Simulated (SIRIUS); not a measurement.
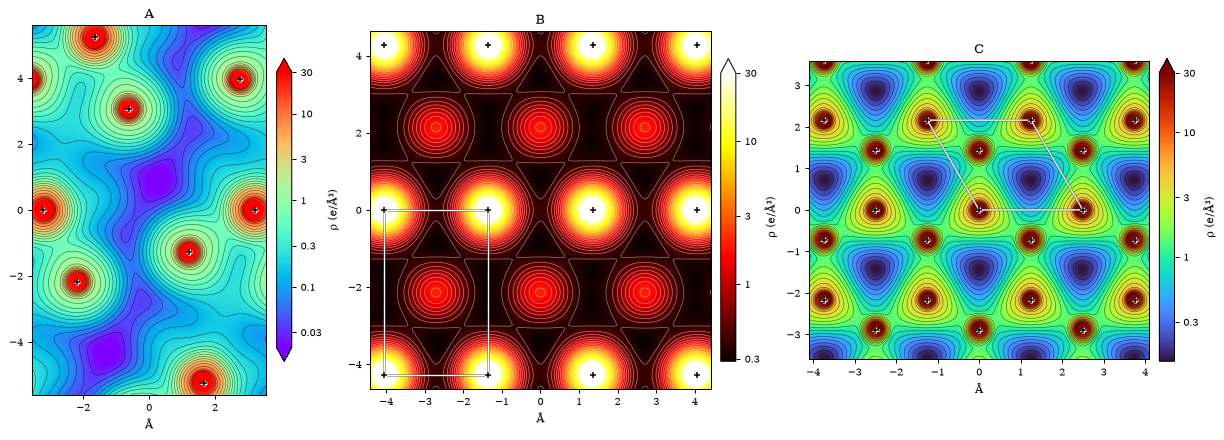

The electron density of 3 systems, each on a plane through atoms (crosses mark nuclei in the plane).

These are results of Kohn-Sham DFT of a periodic cell, PBEsol, all-electron FP-LAPW in SIRIUS, not measurements.

System 1: Ru, the (010) plane of the conventional cell. Space group P6₃/mmc.

```cif
data_structure
_symmetry_space_group_name_H-M 'P 1'
_symmetry_Int_Tables_number 1
_cell_length_a 2.7058
_cell_length_b 2.7058
_cell_length_c 4.2819
_cell_angle_alpha 90.000
_cell_angle_beta 90.000
_cell_angle_gamma 120.000
_cell_volume 27.15
loop_
_atom_site_label
_atom_site_type_symbol
_atom_site_fract_x
_atom_site_fract_y
_atom_site_fract_z
_atom_site_occupancy
Ru1 Ru 0.66667 0.33333 0.75000 1
Ru2 Ru 0.33333 0.66667 0.25000 1
```

System 2: MoS2, the (11̄0) plane of the conventional cell. Space group P1; not relaxed (largest force 1.2 eV/Å).

System 3: BN, the (001) plane of the conventional cell. Space group P6₃/mmc.

```
N B
1.0
     2.49824    0.00000    0.00000
    -1.24912    2.16354    0.00000
     0.00000    0.00000    6.63570
N B
2 2
Direct
  0.66667 0.33333 0.25000
  0.33333 0.66667 0.75000
  0.66667 0.33333 0.75000
  0.33333 0.66667 0.25000
```

Question: Which map belongs to which system?

Answer: Panel A is system 2, MoS2: the plane holds Mo and S. Mo–S (2.38 Å): the density is about 0.64 e/Å³ at the midpoint. Panel B is system 1, Ru: the plane holds Ru. Ru–Ru (2.71 Å): ρ is about 0.39 e/Å³ halfway. Panel C is system 3, BN: the plane holds N and B. B–N (1.44 Å): ρ at the midpoint is about 1.8 e/Å³.
